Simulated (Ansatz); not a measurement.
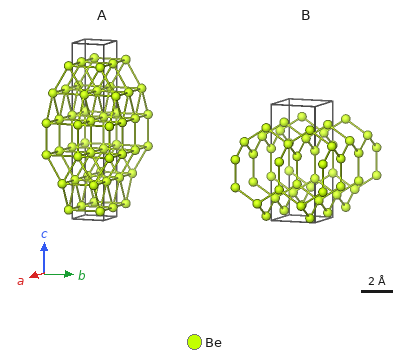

Two geometries of solid Be (a generated structure, set up in I-4m2) (coarse preliminary run), drawn at one scale. One is the start of a relaxation, the other its converged end. Style: ball-and-stick. Shown: the conventional cell (2 times the calculation's cell), repeated 3 × 2 × 1 with one cell outlined, slightly off an axis. Lengths and directions refer to the drawn axes.

Theory: Ansatz, DFT PBE, scalar-relativistic, plane waves, PAW. Set-up: plane-wave cutoff 420 eV; k-point mesh 8 × 8 × 8; occupations gaussian; smearing width 0.1 eV; no spin polarisation; cell and atoms relaxed; force threshold 0.04 eV/Å; at most 70 steps.

Which one is relaxed?

Structure A is the relaxed one. After 14 accepted moves (16 points after the start) the energy has fallen by 1167 meV per atom. Largest force component: 0.54 eV/Å at the start, 0.0035 eV/Å at the end. The pressure goes from 17.62 to 0.04 GPa. The SCF was repeated twice at an unchanged geometry on a basis and grid sized afresh for the cell, which shifted the energy by 11.8 meV per atom at most. The largest moves relative to the cell, 0.35 Å, are those of Be atoms. The drawn cell changes as follows: a = b 3.101 → 2.230 Å (−28.1 %), c 7.674 → 11.617 Å (+51.4 %); the volume changes by −21.7 %. Near-neighbour distances that change, for instance: Be–Be 3.101 → 2.230 Å, Be–Be 1.843 → 2.164 Å, Be–Be 1.843 → 2.100 Å. Among the angles between lasting bonds that change: Be–Be–Be 114.5° → 62.0°, Be–Be–Be 107.0° → 137.3°, Be–Be–Be 122.7° → 149.0°. The space group stays I-4m2 (No. 119).
